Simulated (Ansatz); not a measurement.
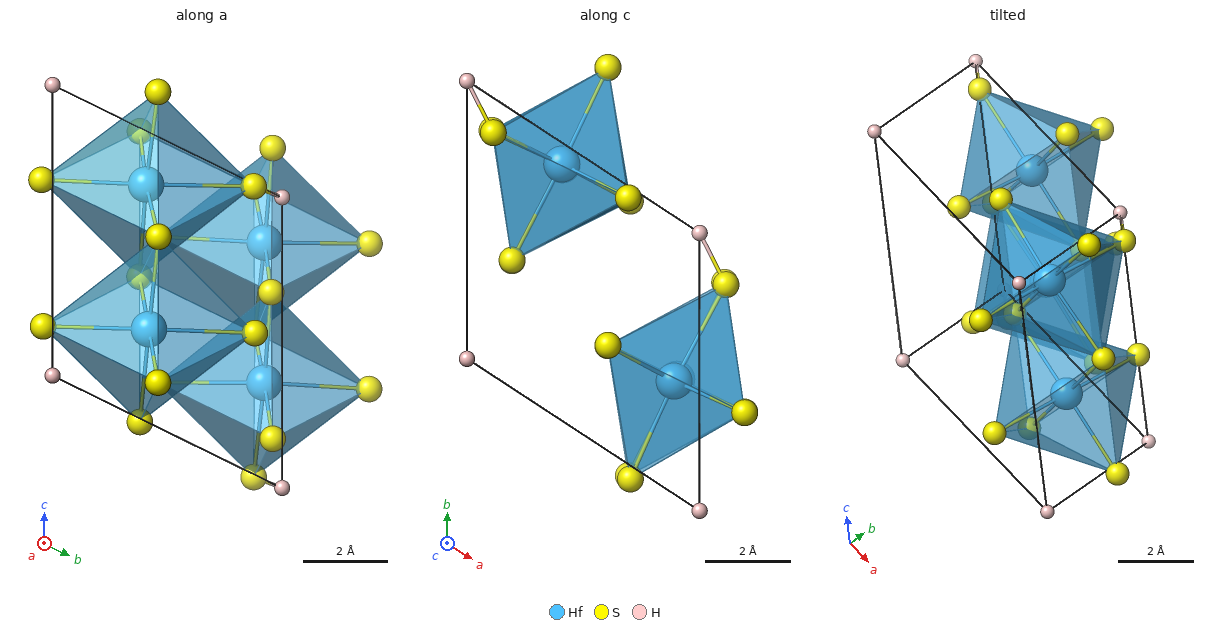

We look at a polyhedral model of the crystal along the a axis, along the c axis and slightly off an axis. One simulation cell is outlined, and atoms on its boundary appear in each equivalent place. Some neighbours outside the box are added. Cell: a = 6.804 Å, b = 6.804 Å, c = 7.212 Å, α = 105.36°, β = 105.36°, γ = 116.00°.

What is this?

The formula is Hf$_{4}$HS$_{8}$. With Z = 1, the cell contains 4 Hf, 1 H, 8 S. The polyhedra are HfS6 octahedra; they share edges. About every Hf there are six S in an octahedral arrangement at about 2.5 to 2.6 Å. The coordination shell of H holds one S at about 1.4 Å. Not all metal-metal contacts are counted. The bonds build Hf4HS8 layers parallel to (1-10).

Provenance: a structure listed in the Materials Project, repeated into a supercell with a point defect put in. The cell was then strained or its atoms displaced on purpose. It went into a calculation with Ansatz.
